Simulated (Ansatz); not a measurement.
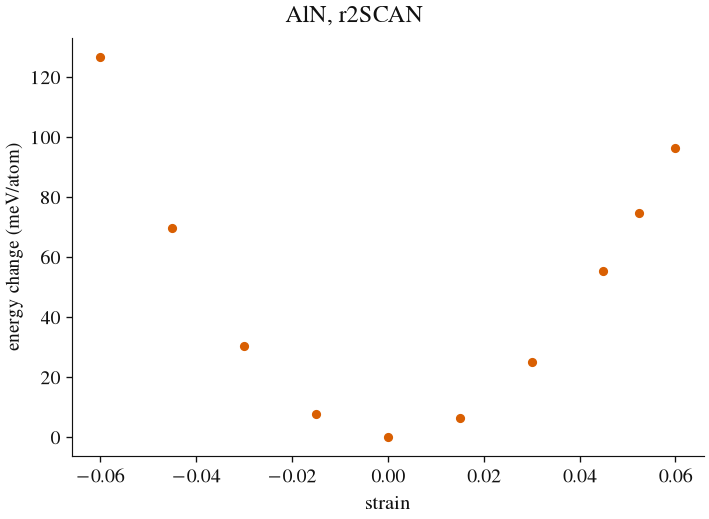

Plotted: energy change against strain for AlN, space group F-43m (No. 216).

Starting cell:
```xyz
2
Lattice="0.0000 2.1840 2.1840 2.1840 0.0000 2.1840 2.1840 2.1840 0.0000" Properties=species:S:1:pos:R:3 pbc="T T T"
Al    0.0000    0.0000    0.0000
N     3.2760    3.2760    3.2760
```

Method: homogeneous strain of a crystal along one Voigt pattern with engineering shear, fractional coordinates fixed, by plane-wave density functional theory with PAW datasets, free energies less that of the undisturbed cell, pressure positive in compression; scalar-relativistic (Ansatz 0.2.0). Level: r2SCAN, no spin polarisation.

```csv
setting,value
wave cutoff,500 eV
k mesh,10×10×10
occupations,Gaussian
smearing width,0.05 eV
k shift,"(0, 0, 0) (mesh steps)"
start,as given
strain pattern,"(1, 1, 0, 0, 0, 0) (xx yy zz yz xz xy with engineering shear)"
```

From this curve and the settings, what does the calculation give for the tensile stress summed over the strain pattern, pressure and gap on the k mesh at the same points?

The tensile stress summed over the strain pattern rises from −73 GPa at strain −0.0600 to 44 GPa at 0.0600, and changes sign near 0.001. The pressure falls from 32.9 GPa at strain −0.0600 to −19.6 GPa at 0.0600, and changes sign near 0.001. The gap on the k mesh stays open and runs from 3.791 eV at strain −0.0600 to 3.562 eV at 0.0600, with its largest value, 3.942 eV, at 0.0000.

```tsv
strain	tensile stress summed over the strain pattern (GPa)	pressure (GPa)	gap on the k mesh (eV)
-0.0600	-73	32.9	3.791
-0.0450	-51	23.2	3.841
-0.0300	-32	14.6	3.885
-0.0150	-16	7.0	3.920
0.0000	-1	0.3	3.942
0.0150	13	-5.7	3.833
0.0300	25	-11.0	3.733
0.0450	35	-15.6	3.643
0.0525	40	-17.6	3.602
0.0600	44	-19.6	3.562
```

Caveats: reference crystal is not relaxed.
